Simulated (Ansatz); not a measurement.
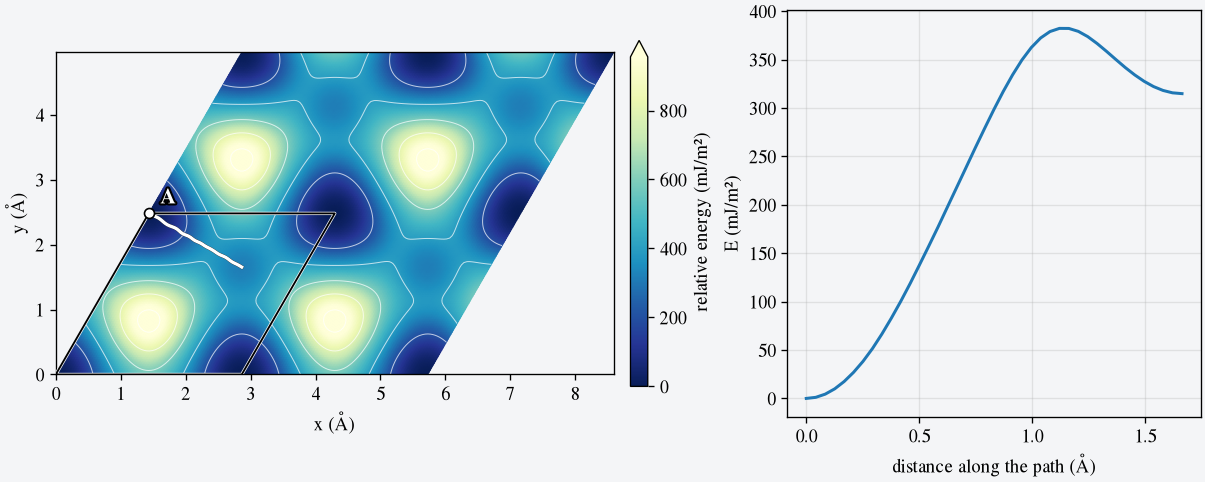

Ti (P6_3/mmc, No. 194; 6 atoms in the cell). 
- Gamma surface: rigid slide across a plane, one fault a cell; the plane is (0 0 1) of the conventional cell.
- Places are given modulo a cell vector. The map is drawn in real space over the plane of the slide.
- Nothing is relaxed (rigid halves, spacing across the cut fixed).
- The grid has 12 × 12 points; 31 points were computed and 113 follow by symmetry.
- Energies: mJ/m², counted from the lowest grid point.
- Computed with DFT LDA, scalar-relativistic, plane waves, PAW (Ansatz). Settings: cutoff 520 eV, k-mesh 17×17×4 in the order of the run's cell vectors, gaussian smearing 0.15 eV, no spin polarisation.

Drawn: a smooth colour map with a few white contour lines, a line along the lowest path, the outline of one cell of the 2 × 2 shown, one colour for all values above the top of the scale, the energy along the path at the right, the start A. Between grid points the surface is interpolated.

Question: Describe the path and its barrier.

Answer: The easiest path leads from the well at (0/12, 0/12) of the cell vectors to the well at (8/12, 8/12) of the cell vectors, about 310 mJ/m² higher. Its highest point lies about 380 mJ/m² above the bottom of the first well on the interpolated surface, at about (0.45, 0.78) of the cell vectors. Seen from the upper well the barrier is about 67 mJ/m². The start is the relaxed structure and all else is held, so a fully relaxed path at this level can only be lower.

PAW datasets: the set soft_1.
